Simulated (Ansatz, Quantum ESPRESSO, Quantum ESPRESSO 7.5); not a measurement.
## Tuning the work function of Co(0001)

Wanted: work-function changes of Co(0001) along a row of adsorbates.

Calculated with Quantum ESPRESSO 7.5; plane-wave DFT, PBE, GBRV ultrasoft pseudopotentials (geometry by Ansatz 0.2.0 with PAW datasets; geometry under PBE).

**What experiment says.**

“Anisotropic work function of elemental crystals” (2019, arxiv:1902.07811) quotes from earlier work for Co (polycrystalline sample, no single face): work function, loosely compared (polycrystalline sample, no single face) 5 eV.

### 1. The structure

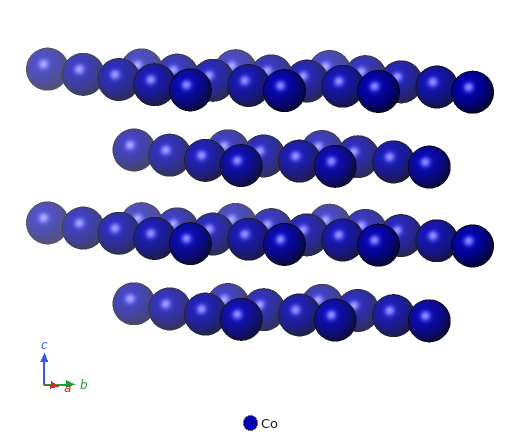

The cell as given, from the side, with the c axis up (cobalt blue). 4×3×1 cells are drawn. Some periodic images of atoms are drawn too.

The cell holds 4 atoms: 4 Co. Its edges and angles: a = 2.510 Å, b = 2.510 Å, c = 22.107 Å, α = 90.0°, β = 90.0°, γ = 60.0°. It derives from Co. Vacuum lies along c.

This is the clean slab. Each overlayer is one atom a surface cell, set on the fcc site and held there by symmetry.

### 2. Geometry from Ansatz, clean face

A relaxation in Ansatz fixes the structure of this slab for the runs on it.

input.yaml

```yaml
crystal:
  lattice:
    - [2.51, 0.0, 0.0]
    - [1.255, 2.1737237635, 0.0]
    - [0.0, 0.0, 22.10683]
  atoms:
    - { symbol: Co, position: [0.6666666667, 0.6666666667, 0.3618791116], spin: 1.7 }
    - { symbol: Co, position: [0.0, 0.0, 0.4539597039], spin: 1.7 }
    - { symbol: Co, position: [0.6666666667, 0.6666666667, 0.5460402961], spin: 1.7 }
    - { symbol: Co, position: [0.0, 0.0, 0.6381208884], spin: 1.7 }
magnetization:
  spin_polarized: true
kpoints:
  mp_grid: { grid: [12, 12, 1] }
hamiltonian:
  xc: pbe
scf:
  occupations: { method: fermi_dirac, width: 0.1 }
  convergence: { dr2_threshold: 1.0e-08 }
efield:
  axis: 3
  dipole_correction: true
  ramp_position: 0.97
  ramp_width: 0.04
relax:
  f_tol: 0.01
  constraints: [{ sites: [0, 1] }]
output:
  write_potential: true
  write_density: true
  volumetric_format: npy
```

Run with:

```console
$ ansatz run input.yaml --threads 4 --pin off --max-ram 8192MiB --backend cpu --events-out ev --progress --plain --runs-dir out
```

Numbers of over 12 decimals in the logs are rounded to 6 here.

The log of the run:

```text
Engine: ansatz 0.2.0, aarch64-unknown-linux-gnu
Pseudopotentials: kind: paw
Pseudopotential: Co, paw, valence charge 17, recommended cutoff 420 eV (normal), Co.paw.azcp
Functional definition: PBE
  parameter kappa = 0.804
  parameter beta = 0.066725
  exchange = pbe_x(kappa = kappa, mu = beta*pi^2/3)
  correlation = pbe_c(beta = beta)
Crystal: 4 atoms, lattice volume = 120.616 Å³
Basis set: ecut = 420 eV, 2359 PW (Γ), exchange–correlation on 36×36×300 points (8 copies of the dense FFT grid, shifted against one another)
Bands: 45, of which v1, the nominal top of the filled ones, is band 34 counted from 1 (33 counted from 0)
Symmetry: 6 space group operations
k-points: 19 of 144 (time reversal used)
Non-local potential: Co, projectors of the file, l = 0: 3, l = 1: 2, l = 2: 3, l = 3: 1
PAW form: soft (Blöchl's): semilocal exchange-correlation on the pseudo side does not see the compensation charge
PAW one-centre angular grid: Co, 590 points (default); XC on 64 Gauss nodes
Initial density: superposition of atomic densities (neutral atoms: chi_scale 0, normalization atom)
Starting moments: Σ|m| = 6.8 μB on 4 of 4 sites
Initial wavefunctions: pseudopotential atomic-orbital guess
Functional: x = pbe(κ = 0.804, μ = 0.219515), c = pbe(β = 0.066725)
SCF iter   1: F=—  HF=-20501.289806 eV  |F-HF|=—  |Δ(HF+E_count)|=         —  Δρ=5.17e-2 (↑1.09e-2 ↓5.17e-2)  dr2=5.45e0  dr2_m=7.30e-1  M=6.868 μB ∫|m|=7.071 μB  β_m=1.00  ethr=3.10e-3  p=-0.000 e·Å  D=-1.37e-7 V/Å  ΔV_dip=0.00 eV  dr2_dipole=8.84e-8  V_vac-E_F(+/−)=7.44/7.44 eV  ⟨swp⟩=11.0  Hψ=8784  notcnv=0  defer=10
Mixer restart at iter 1: flushing history
efield: sawtooth ramp at fractional position 0.9700 (set: `efield.ramp_position`, or a place that a band, a saddle search or an elastic batch's reference lends), width 0.0400; the density the first Hamiltonian is built on has a dipole p = -0.000 e·Å; the dipole correction subtracts the counter field D = -1.37e-7 V/Å, which shifts the + side's vacuum level by +0.00 eV against the − side's; the planar-averaged density in the ramp window peaks in size at 4.2e-6 e/Å³
preconditioner: auto → LDOS  [metal: Δε(μ)=0.006 eV  Ē_g=6.901 eV  σ=0.100 eV  W_gap=0.02  n_scr=16 (ndim 8)  ℏωp=20.3 eV  f_vac=0.564  D(μ)=4.75/eV (n_scr^D=18)]
spin=Collinear: LDOS preconditioning applied to the charge; magnetization (m = ρ↑ − ρ↓) channel mixes plain (no charge-response kernel on spin).
SCF iter   2: F=—  HF=-20500.695587 eV  |F-HF|=—  |Δ(HF+E_count)|=   5.94e-1  Δρ=1.25e-2 (↑1.25e-2 ↓8.53e-3)  dr2=4.95e-1  dr2_m=7.67e-2  M=6.896 μB ∫|m|=7.366 μB  β_m=0.35  ethr=3.10e-3  p=-0.000 e·Å  D=-1.89e-4 V/Å  ΔV_dip=0.00 eV  dr2_dipole=8.49e-6  V_vac-E_F(+/−)=6.54/6.54 eV  ⟨swp⟩=2.7  Hψ=3038  notcnv=0  defer=51
density mixer auto → msr1: a metal under ldos (density of states about μ 3.23 of a free-electron gas's, 16 screened modes)
SCF iter   3: F=—  HF=-20502.013164 eV  |F-HF|=—  |Δ(HF+E_count)|=    1.32e0  Δρ=4.90e-3 (↑4.90e-3 ↓4.79e-3)  dr2=9.44e-2  dr2_m=1.53e-2  M=6.918 μB ∫|m|=7.460 μB  β_m=0.48  ethr=7.28e-4  p=-0.000 e·Å  D=-1.86e-4 V/Å  ΔV_dip=0.00 eV  dr2_dipole=9.69e-6  V_vac-E_F(+/−)=5.92/5.91 eV  ⟨swp⟩=2.9  Hψ=2910  notcnv=0  defer=50
SCF iter   4: F=—  HF=-20502.981839 eV  |F-HF|=—  |Δ(HF+E_count)|=         —  Δρ=5.27e-3 (↑5.27e-3 ↓2.92e-3)  dr2=4.54e-2  dr2_m=7.65e-3  M=6.978 μB ∫|m|=7.615 μB  β_m=0.48  ethr=1.39e-4  p=-0.000 e·Å  D=-8.76e-5 V/Å  ΔV_dip=0.00 eV  dr2_dipole=2.08e-6  V_vac-E_F(+/−)=5.27/5.27 eV  ⟨swp⟩=3.1  Hψ=3571  notcnv=0  defer=52
SCF iter   5: F=—  HF=-20503.130021 eV  |F-HF|=—  |Δ(HF+E_count)|=   1.48e-1  Δρ=2.59e-3 (↑1.58e-3 ↓2.59e-3)  dr2=1.21e-2  dr2_m=1.60e-3  M=6.908 μB ∫|m|=7.564 μB  β_m=0.64  ethr=6.67e-5  p=-0.000 e·Å  D=-2.84e-5 V/Å  ΔV_dip=0.00 eV  dr2_dipole=5.36e-8  V_vac-E_F(+/−)=5.11/5.11 eV  ⟨swp⟩=2.2  Hψ=3161  notcnv=0  defer=52
SCF iter   6: F=—  HF=-20503.154818 eV  |F-HF|=—  |Δ(HF+E_count)|=   2.48e-2  Δρ=1.19e-3 (↑8.87e-4 ↓1.19e-3)  dr2=3.46e-3  dr2_m=1.42e-4  M=6.880 μB ∫|m|=7.545 μB  β_m=0.80  ethr=1.78e-5  p=-0.000 e·Å  D=-2.68e-5 V/Å  ΔV_dip=0.00 eV  dr2_dipole=2.10e-7  V_vac-E_F(+/−)=5.04/5.04 eV  ⟨swp⟩=2.2  Hψ=2722  notcnv=0  defer=52
SCF iter   7: F=—  HF=-20503.158782 eV  |F-HF|=—  |Δ(HF+E_count)|=   3.96e-3  Δρ=6.33e-4 (↑5.16e-4 ↓6.33e-4)  dr2=1.23e-3  dr2_m=2.34e-5  M=6.862 μB ∫|m|=7.534 μB  β_m=0.70  ethr=5.08e-6  p=-0.000 e·Å  D=-8.27e-6 V/Å  ΔV_dip=0.00 eV  dr2_dipole=2.17e-9  V_vac-E_F(+/−)=5.00/5.00 eV  ⟨swp⟩=2.4  Hψ=3346  notcnv=0  defer=54
SCF iter   8: F=—  HF=-20503.158684 eV  |F-HF|=—  |Δ(HF+E_count)|=   9.84e-5  Δρ=2.00e-4 (↑2.00e-4 ↓1.71e-4)  dr2=7.53e-5  dr2_m=6.75e-6  M=6.861 μB ∫|m|=7.536 μB  β_m=0.71  ethr=1.81e-6  p=-0.000 e·Å  D=-1.07e-7 V/Å  ΔV_dip=0.00 eV  dr2_dipole=2.94e-8  V_vac-E_F(+/−)=4.99/4.99 eV  ⟨swp⟩=2.4  Hψ=3070  notcnv=0  defer=54
SCF iter   9: F=—  HF=-20503.158694 eV  |F-HF|=—  |Δ(HF+E_count)|=   9.56e-6  Δρ=7.20e-5 (↑3.86e-5 ↓7.20e-5)  dr2=7.00e-6  dr2_m=2.48e-6  M=6.858 μB ∫|m|=7.537 μB  β_m=0.76  ethr=1.11e-7  p=-0.000 e·Å  D=-1.60e-6 V/Å  ΔV_dip=0.00 eV  dr2_dipole=1.19e-8  V_vac-E_F(+/−)=4.98/4.98 eV  ⟨swp⟩=2.7  Hψ=3017  notcnv=0  defer=54
SCF iter  10: F=—  HF=-20503.158695 eV  |F-HF|=—  |Δ(HF+E_count)|=   1.55e-6  Δρ=3.47e-5 (↑3.47e-5 ↓2.03e-5)  dr2=2.40e-6  dr2_m=1.45e-7  M=6.858 μB ∫|m|=7.537 μB  β_m=0.67  ethr=1.03e-8  p=0.000 e·Å  D=3.84e-7 V/Å  ΔV_dip=-0.00 eV  dr2_dipole=1.65e-9  V_vac-E_F(+/−)=4.98/4.98 eV  ⟨swp⟩=2.4  Hψ=2691  notcnv=0  defer=54
SCF iter  11: F=—  HF=-20503.158696 eV  |F-HF|=—  |Δ(HF+E_count)|=   6.46e-7  Δρ=1.02e-5 (↑4.53e-6 ↓1.02e-5)  dr2=1.40e-7  dr2_m=4.72e-8  M=6.857 μB ∫|m|=7.537 μB  β_m=0.61  ethr=3.52e-9  p=0.000 e·Å  D=8.67e-7 V/Å  ΔV_dip=-0.00 eV  dr2_dipole=2.75e-10  V_vac-E_F(+/−)=4.98/4.98 eV  ⟨swp⟩=2.5  Hψ=2831  notcnv=0  defer=54
SCF iter  12: F=—  HF=-20503.158696 eV  |F-HF|=—  |Δ(HF+E_count)|=   8.01e-8  Δρ=5.64e-6 (↑3.03e-6 ↓5.64e-6)  dr2=1.42e-8  dr2_m=1.88e-8  M=6.857 μB ∫|m|=7.537 μB  β_m=0.81  ethr=2.06e-10  p=0.000 e·Å  D=4.90e-7 V/Å  ΔV_dip=-0.00 eV  dr2_dipole=5.10e-11  V_vac-E_F(+/−)=4.98/4.98 eV  ⟨swp⟩=2.4  Hψ=2657  notcnv=0  defer=54
SCF iter  13: F=—  HF=-20503.158696 eV  |F-HF|=—  |Δ(HF+E_count)|=   5.82e-8  Δρ=1.62e-6 (↑9.68e-7 ↓1.62e-6)  dr2=2.51e-9  dr2_m=1.63e-9  M=6.857 μB ∫|m|=7.537 μB  β_m=0.84  ethr=2.09e-11  p=0.000 e·Å  D=1.28e-6 V/Å  ΔV_dip=-0.00 eV  dr2_dipole=3.59e-10  V_vac-E_F(+/−)=4.98/4.98 eV  ⟨swp⟩=3.2  Hψ=3506  notcnv=0  defer=54
[...]
preconditioner: auto → LDOS  [metal: Δε(μ)=0.010 eV  Ē_g=6.747 eV  σ=0.100 eV  W_gap=0.03  n_scr=10 (ndim 8)  ℏωp=20.3 eV  f_vac=0.580  D(μ)=3.74/eV (n_scr^D=16)]
spin=Collinear: LDOS preconditioning applied to the charge; magnetization (m = ρ↑ − ρ↓) channel mixes plain (no charge-response kernel on spin).
SCF iter   2: F=—  HF=-20503.182478 eV  |F-HF|=—  |Δ(HF+E_count)|=   8.53e-5  Δρ=1.40e-4 (↑1.40e-4 ↓1.35e-4)  dr2=3.34e-4  dr2_m=1.59e-6  M=6.834 μB ∫|m|=7.499 μB  β_m=0.31  ethr=1.59e-6  p=0.002 e·Å  D=2.78e-3 V/Å  ΔV_dip=-0.06 eV  dr2_dipole=1.46e-4  V_vac-E_F(+/−)=4.93/4.99 eV  ⟨swp⟩=2.0  Hψ=2518  notcnv=0  defer=64
density mixer auto → msr1: a metal under ldos (density of states about μ 2.83 of a free-electron gas's, 16 screened modes)
SCF iter   3: F=—  HF=-20503.182478 eV  |F-HF|=—  |Δ(HF+E_count)|=   3.74e-7  Δρ=1.41e-4 (↑1.41e-4 ↓7.49e-5)  dr2=8.72e-5  dr2_m=6.65e-6  M=6.834 μB ∫|m|=7.500 μB  β_m=0.44  ethr=4.92e-7  p=0.002 e·Å  D=2.64e-3 V/Å  ΔV_dip=-0.06 eV  dr2_dipole=3.20e-5  V_vac-E_F(+/−)=4.93/4.99 eV  ⟨swp⟩=1.6  Hψ=1808  notcnv=0  defer=64
SCF iter   4: F=—  HF=-20503.182494 eV  |F-HF|=—  |Δ(HF+E_count)|=   1.60e-5  Δρ=6.44e-5 (↑5.51e-5 ↓6.44e-5)  dr2=2.42e-5  dr2_m=2.87e-6  M=6.835 μB ∫|m|=7.500 μB  β_m=0.50  ethr=1.28e-7  p=0.002 e·Å  D=2.70e-3 V/Å  ΔV_dip=-0.06 eV  dr2_dipole=7.53e-6  V_vac-E_F(+/−)=4.93/4.99 eV  ⟨swp⟩=1.8  Hψ=2102  notcnv=0  defer=64
SCF iter   5: F=—  HF=-20503.182503 eV  |F-HF|=—  |Δ(HF+E_count)|=   8.95e-6  Δρ=5.70e-5 (↑5.70e-5 ↓3.48e-5)  dr2=7.95e-7  dr2_m=2.19e-6  M=6.836 μB ∫|m|=7.501 μB  β_m=0.63  ethr=3.55e-8  p=0.002 e·Å  D=2.76e-3 V/Å  ΔV_dip=-0.06 eV  dr2_dipole=1.45e-7  V_vac-E_F(+/−)=4.93/4.99 eV  ⟨swp⟩=2.0  Hψ=2383  notcnv=0  defer=64
SCF iter   6: F=—  HF=-20503.182506 eV  |F-HF|=—  |Δ(HF+E_count)|=   3.64e-6  Δρ=2.50e-5 (↑2.50e-5 ↓8.17e-6)  dr2=5.99e-7  dr2_m=2.10e-7  M=6.836 μB ∫|m|=7.502 μB  β_m=0.66  ethr=1.17e-9  p=0.002 e·Å  D=2.79e-3 V/Å  ΔV_dip=-0.06 eV  dr2_dipole=2.77e-8  V_vac-E_F(+/−)=4.93/4.99 eV  ⟨swp⟩=2.9  Hψ=3388  notcnv=0  defer=64
SCF iter   7: F=—  HF=-20503.182506 eV  |F-HF|=—  |Δ(HF+E_count)|=   7.86e-8  Δρ=1.05e-5 (↑9.07e-6 ↓1.05e-5)  dr2=4.02e-7  dr2_m=2.66e-8  M=6.836 μB ∫|m|=7.502 μB  β_m=0.58  ethr=8.80e-10  p=0.002 e·Å  D=2.79e-3 V/Å  ΔV_dip=-0.06 eV  dr2_dipole=6.78e-8  V_vac-E_F(+/−)=4.93/4.99 eV  ⟨swp⟩=2.0  Hψ=2967  notcnv=0  defer=64
SCF iter   8: F=—  HF=-20503.182506 eV  |F-HF|=—  |Δ(HF+E_count)|=   3.12e-8  Δρ=3.97e-6 (↑3.97e-6 ↓2.42e-6)  dr2=1.58e-8  dr2_m=1.00e-8  M=6.836 μB ∫|m|=7.502 μB  β_m=0.69  ethr=5.91e-10  p=0.002 e·Å  D=2.79e-3 V/Å  ΔV_dip=-0.06 eV  dr2_dipole=1.40e-9  V_vac-E_F(+/−)=4.93/4.99 eV  ⟨swp⟩=2.4  Hψ=2800  notcnv=0  defer=64
SCF iter   9: F=—  HF=-20503.182506 eV  |F-HF|=—  |Δ(HF+E_count)|=   3.80e-8  Δρ=1.40e-6 (↑1.40e-6 ↓1.36e-6)  dr2=3.71e-9  dr2_m=1.02e-9  M=6.837 μB ∫|m|=7.502 μB  β_m=0.66  ethr=2.32e-11  p=0.002 e·Å  D=2.79e-3 V/Å  ΔV_dip=-0.06 eV  dr2_dipole=9.44e-11  V_vac-E_F(+/−)=4.93/4.99 eV  ⟨swp⟩=2.8  Hψ=3122  notcnv=0  defer=64
SCF iter  10: F=—  HF=-20503.182506 eV  |F-HF|=—  |Δ(HF+E_count)|=   6.65e-9  Δρ=1.36e-6 (↑9.39e-7 ↓1.36e-6)  dr2=1.14e-8  dr2_m=3.32e-10  M=6.837 μB ∫|m|=7.502 μB  β_m=0.65  ethr=5.46e-12  p=0.002 e·Å  D=2.79e-3 V/Å  ΔV_dip=-0.06 eV  dr2_dipole=3.42e-9  V_vac-E_F(+/−)=4.93/4.99 eV  ⟨swp⟩=2.3  Hψ=3164  notcnv=0  defer=64
SCF iter  11: F=-20503.182506 eV  HF=-20503.182506 eV  |F-HF|=5.53e-9  |Δ(HF+E_count)|=   1.39e-9  Δρ=9.12e-7 (↑4.14e-7 ↓9.12e-7)  dr2=4.91e-9  dr2_m=1.44e-10  M=6.837 μB ∫|m|=7.502 μB  ethr=5.46e-12  p=0.002 e·Å  D=2.79e-3 V/Å  ΔV_dip=-0.06 eV  dr2_dipole=1.25e-9  V_vac-E_F(+/−)=4.93/4.99 eV  ⟨swp⟩=7.0  Hψ=9649  notcnv=0
SCF 4 converged in 11 iterations: F = -20503.182506 eV  dr2 = 4.91e-9
relax step   4: F+E_penalty+E_count = -20503.18250645 eV  Δ(F+E_penalty+E_count) = -2.559e-4 eV  max|allowed force component| = 8.199e-3 eV/Å  Δτ_max = 0.0087 Å  (11 SCF iters, accepted)
NSCF: frozen V_eff on 19 k-points
the band table was solved once a step of the walk had ended and its energy, with any forces and stress, was formed, with the checks that follow a solve (9050 applications of the Hamiltonian). They found nothing against the state; the energy, forces and stress were not computed again (output.eigenvalues in the input reference)
WARN: The output density's exchange-correlation potential varies sharply where the density is thin. Do not read a vacuum level from v_tot or v_xc, or from such a field of the output density. On a cell that repeats whose density bears no net charge and no dipole along the vacuum's axis use v_es (v_loc + v_h of the components); under efield.dipole_correction with no amplitude use v_es + v_field, which holds any externa [...]
SCF converged after 11 iterations
Magnetization: 6.8365 μB (37.4183 up, 30.5817 down)
Absolute magnetization: 7.5039 μB (∫|ρ↑−ρ↓|, with the PAW one-centre terms)
Spin contamination: 0.1418 ħ² per cell (⟨S²⟩ above its minimum at these occupations)
Per-site moments (μB) at R_I (Å): [(1.819624, 1.030734), (1.757761, 1.030734), (1.742082, 1.000738), (1.792769, 1.000738)]
Free energy (F): -20503.182506 eV
Harris-Foulkes:  -20503.182506 eV  (|F-HF|=5.53e-9)
Internal energy: -20503.052779 eV  (E = F + TS)
E sigma→0 (E₀):  -20503.117643 eV
Entropy (-TS):   -0.129728 eV (-32.432 meV/atom)
Fermi energy:    3.669907 eV
Dipole field:    D = 0.002853 V/Å  (p = 0.001902 e·Å, saw-weighted, corrected)
Work function:   Φ+ = 4.9254 eV   Φ− = 4.9885 eV
Levels:          The Fermi level and band energies are counted from a zero that moves with the ramp; work functions are not
--- Per-component energies (eV) ---
  E_band       = -1993.158047
  E_kinetic    = 1808.856920
  E_local      = -128740.793173  (includes V_loc(G=0)·N_el)
  E_nonlocal   = 1821.377877
  E_hartree    = 62946.158694
  E_xc         = -632.277778
  E_vxc        = -815.575335  (∫ρ·V_xc dr)
  E_paw        = -6063.642237  (= ΣΔE_a)
  E_vpaw       = -1959.310454  (= ΣTr[D̂ρ^β])
  E_aug_tail   = 0.000300  (compensation charges beyond the density's cutoff)
  E_efield     = 0.000003  (sawtooth field / dipole correction)
  E_vefield    = -0.039470  (∫n·V_field dr)
  E_ewald      = 48357.266616
  E_smearing   = -0.129728  (= −TS)
  E_closure    = 0.000000  (closes the sum)
  Σ components = -20503.182506   (vs F -20503.182506, Δ=0.00e0)
--- Forces (eV/Å), atoms counted from 1 ---
  atom   1  Co     0.00000000     0.00000000     0.50235292
  atom   2  Co    -0.00000000     0.00000000    -0.49950577
  atom   3  Co     0.00000000    -0.00000000     0.00533838
  atom   4  Co     0.00000000    -0.00000000    -0.00819889
  max |Σ_I F_I| component: 1.34e-5 eV/Å
--- Band table (eV; the first three rows and the last of 38) ---
  k-point 0 ↑: bands = [... 30 lower, 1.3178, 1.8469, 1.8469, 2.2409, 2.2409, 2.6002, 2.6002, 2.7406, ... 7 higher]
  k-point 1 ↑: bands = [... 30 lower, 1.4083, 1.7547, 1.8169, 2.1001, 2.2190, 2.2504, 2.5059, 2.5997, ... 7 higher]
  k-point 2 ↑: bands = [... 30 lower, 1.5188, 1.6560, 1.7483, 1.8592, 2.1534, 2.1878, 2.5960, 2.7981, ... 7 higher]
  k-point 18 ↓: bands = [... 30 lower, 3.8293, 4.4365, 4.4656, 4.5198, 4.6291, 4.6724, 9.2226, 9.6093, ... 7 higher]
--- Relaxed structure (4 steps of the walk, 4 accepted, 0 SCFs on fresh bases) ---
  F+E_penalty+E_count = -20503.18250645 eV   max|allowed force component| = 8.199e-3 eV/Å
  atoms:
    - { symbol: Co, position: [0.666667, 0.666667, 0.3618791116] }
    - { symbol: Co, position: [0.0, 0.0, 0.453960] }
    - { symbol: Co, position: [0.666667, 0.666667, 0.546485] }
    - { symbol: Co, position: [-4.092082448743381e-18, 0, 0.634497] }
```

It took 34 s on 4 threads of Arm Neoverse V1, shared host; peak memory 0.51 GiB.

The steps of the relaxation:

| step | energy less that of the first step (eV) | largest force component (eV/Å) |
| --- | --- | --- |
| 1 | 0.0000 | 0.4887 |
| 2 | -0.0156 | 0.3161 |
| 3 | -0.0236 | 0.0612 |
| 4 | -0.0238 | 0.0082 |

Forces are held to the 6 operations that the run works with; a distortion that breaks them can't arise in this run.

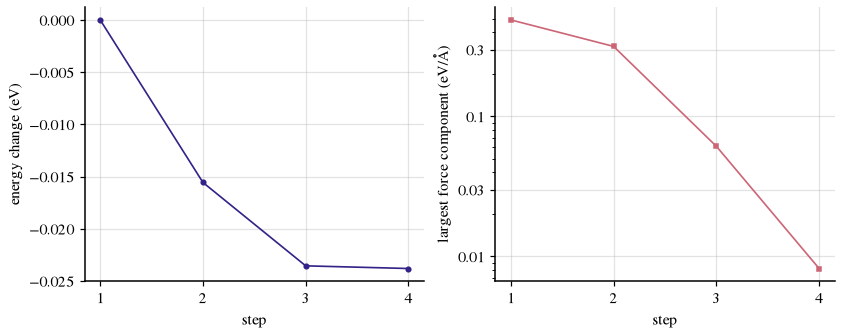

Energy and largest force along the relaxation.

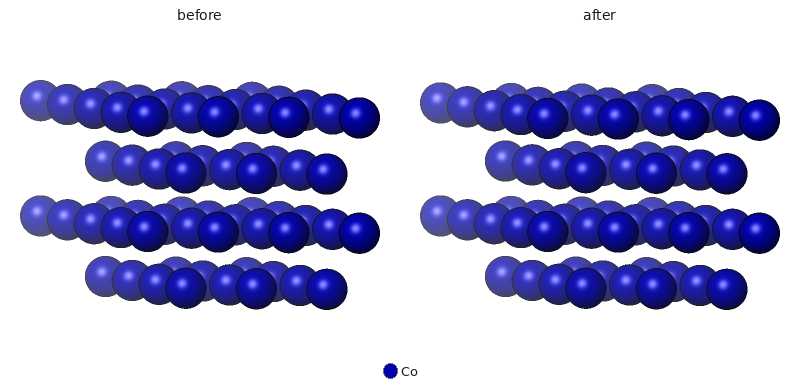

Before and after, at one scale.

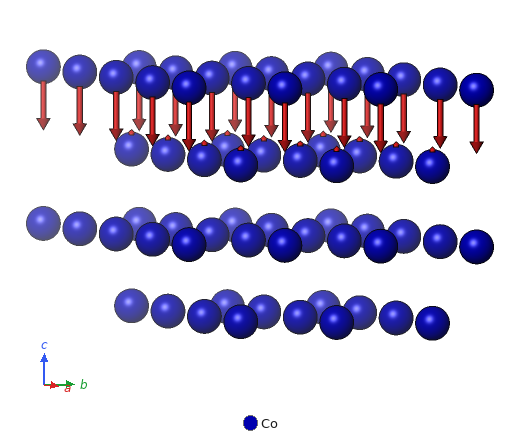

Displacements in the relaxation, exaggerated; the longest in the cell stands for 0.08 Å. 4×3×1 cells are drawn. Some periodic images of atoms are drawn too.

The atoms that moved most (Å):

| atom | dx | dy | dz | length |
| --- | --- | --- | --- | --- |
| Co4 | 0.000 | 0.000 | -0.080 | 0.080 |
| Co3 | 0.000 | 0.000 | 0.010 | 0.010 |

The relaxed structure:

```xyz
4
Lattice="2.5100 0.0000 0.0000 1.2550 2.1737 0.0000 0.0000 0.0000 22.1068" Properties=species:S:1:pos:R:3
Co    2.5100    1.4491    8.0000
Co    0.0000    0.0000   10.0356
Co    2.5100    1.4491   12.0810
Co    0.0000    0.0000   14.0267
```

The relaxation lowers the energy by 6 meV an atom. Held were the atoms numbered 1 and 2; the forces quoted are those on the free ones.

Numbers from this step:

| Quantity | Value |
| --- | --- |
| free energy | -20503.1825 eV |
| energy at zero smearing | -20503.1176 eV |
| smearing term TS | 0.1297 eV |
| Fermi energy | 3.670 eV |
| magnetization | 6.837 μB |
| absolute magnetization | 7.504 μB |
| site moments | 1.820, 1.758, 1.742, 1.793 μB |
| symmetry operations | 6 |
| work function of the upper face | 4.925 eV |
| work function of the lower face | 4.989 eV |
| dipole along the normal | 0.001902 e·Å |

[end of part 1 of 7]

[Logs are printed without paths, hosts, clocks, repeated set-up lines and the standing remarks that a program may print on its own settings, such as how far it seeks lower states.]

[Hosts, paths, dates, database ids (printed as entryN), source tags and the programs' standing remarks are cut or masked in the printed files.]

[Maps of the electrostatic potential energy from Ansatz leave out the sawtooth potential of an applied field or a dipole correction, so their vacuum need not be flat; planar profiles and work functions include it.]
